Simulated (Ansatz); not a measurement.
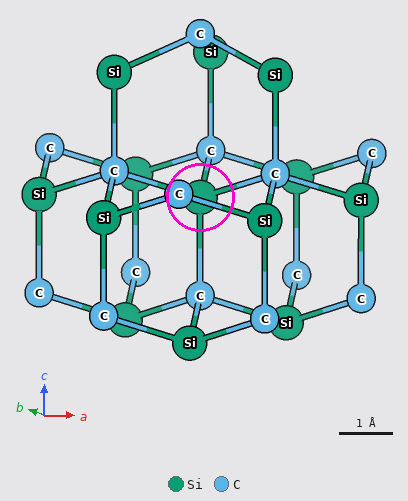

Perfect SiC. The picture is a ball-and-stick view of the atoms within 3.8 Å of one point, seen slightly off an axis.

Level of theory: DFT, PBEsol, PAW, plane waves (Ansatz). Set-up: plane-wave cutoff 420 eV; k-point mesh 1 × 1 × 1; mesh shifted by (0.25, 0.25, 0.25); collinear spin. Fermi-Dirac smearing of 0.01 eV. A uniform background neutralises the charged cell. The axes drawn are those of the host's conventional cell.

A silicon atom is taken out (a vacancy) at the ringed place, in charge state +2. The supercell has 256 sites, and the atoms are relaxed at the host's cell.

**How do the neighbours respond?**

Around the empty Si site the host had 4 C at 1.88 to 1.89 Å; after relaxation the nearest atoms are 4 C at 2.06 to 2.12 Å. Of the host's atoms, a carbon atom moves furthest from its site, by 0.23 Å. The cell ends without a net magnetic moment.

The relaxed defect, seen from the same direction:

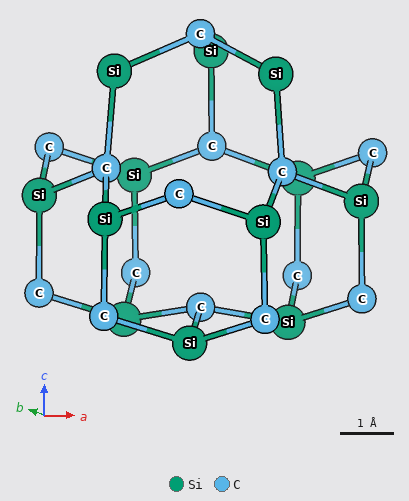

Limits of the set-up: the cell is charged, on a uniform background, and energies carry no finite-size correction.
